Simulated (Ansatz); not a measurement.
Structure of Si:

```
Si
1.0
     3.04335    0.00000    0.00000
     0.00000    3.04335    0.00000
     0.00000    0.00000    3.04335
Si
2
Cartesian
  0.0000 0.0000 0.0000
  1.5217 1.5217 1.5217
```

Structure used: the end point of a relaxation with DFT, LDA (PW92), plane waves (420 eV) with PAW, scalar-relativistic (Ansatz); the starting structure was generated, so it need not be a known form of this composition.

Q: Predict radii and indices of the first 4 visible rings (3 % of the strongest or more) for λ = 0.5594 Å and a flat detector at 120 mm.

A:
| ring | radius | 2θ (°) | d (Å) | hkl |
| --- | --- | --- | --- | --- |
| 1 | 32.0 mm | 14.94 | 2.15 | 110 |
| 2 | 46.5 mm | 21.18 | 1.522 | 200 |
| 3 | 58.6 mm | 26.02 | 1.242 | 211 |
| 4 | 69.7 mm | 30.13 | 1.076 | 220 |

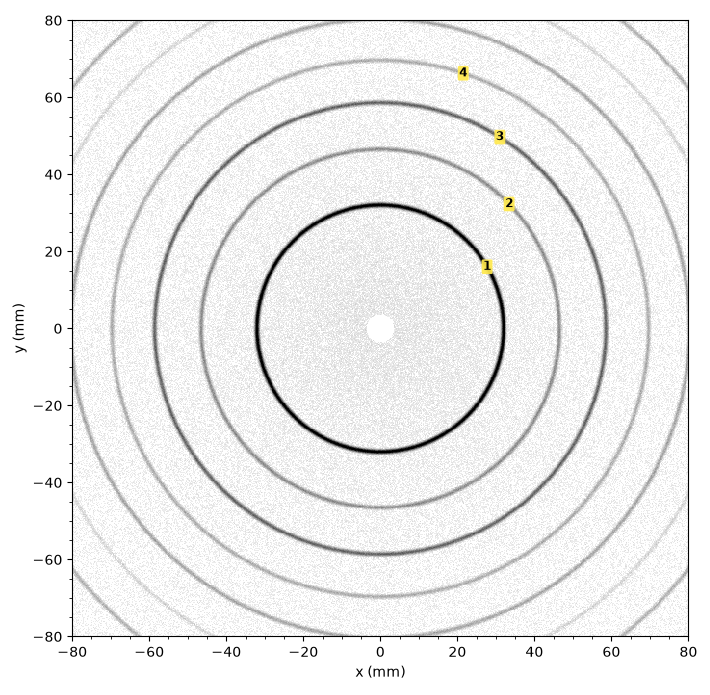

Simulated X-ray powder rings on a flat area detector normal to the beam: λ = 0.5594 Å, sample-to-detector distance 120 mm, axes in mm from the beam centre, for a fine-grained powder without texture. Kinematic intensities with B = 0.8 Å² for all atoms, without absorption; brightness goes as intensity to the power 0.5, clipped at the top, with counting noise. Reflections closer than the ring width show as one ring. The numbers mark the rings of the table.
